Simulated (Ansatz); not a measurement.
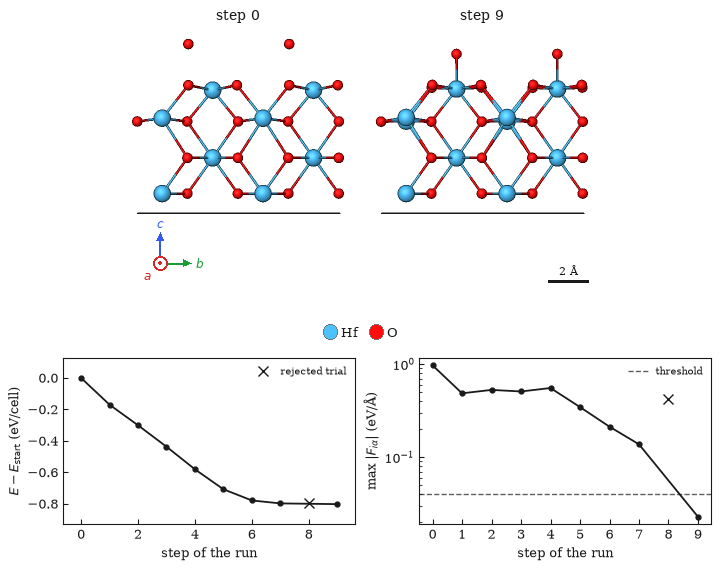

First and last geometry of a constrained relaxation of a slab of composition Hf8O17 (cut from the Fm-3m phase), with the history of the run. The picture is a ball-and-stick view of the 1 × 2 repeat of the cell, outlined in the plane, without the vacuum (origin shifted), seen along the a axis.

Case: 1 O a cell, anchor, over a top O site. The slab is the (1 1 0) face of HfO2 with O on it. 12 atoms are held fixed.

The calculation used Ansatz, DFT PBE+D3(BJ), scalar-relativistic, plane waves, PAW. (plane-wave cutoff 420 eV; k-point mesh 2 × 3 × 1; occupations gaussian; smearing width 0.05 eV; collinear spin; dipole correction; atoms relaxed in a fixed cell; force threshold 0.04 eV/Å; at most 100 steps)

**Did the run converge, and what did it change?**

It converged. An O atom moves most: 1.31 Å at 68° to the normal (−c side). Largest moves by element: O 1.31 Å, Hf 0.14 Å. The cell stays as it was. Some distances before and after: Hf–O 3.176 → 2.509 Å, Hf–O 2.364 → 2.242 Å, Hf–Hf 3.412 → 3.498 Å, Hf–Hf 3.407 → 3.465 Å. New bonds form, among them: Hf–O (3.18 → 2.51 Å). Bond angles that change, for instance: O–Hf–O 166.9° → 172.9°, O–Hf–O 116.2° → 112.4°, Hf–O–Hf 104.9° → 108.6°. After 8 accepted moves (9 points after the start) the energy has fallen by 0.802 eV per cell of the calculation. The largest force component goes from 0.97 to 0.023 eV/Å. The line search rejected the trial step at point 8 of the run. The run may lie on a higher electronic state than the lowest, so the end point isn't shown to be the ground-state structure. Cost: 9.7 min on 8 threads of Arm Neoverse V1, with other jobs on the host, peak memory 4.4 GiB.

Limits of the set-up: the periodic images lie only 5.1 Å apart, so the values are limited by the cell's size.
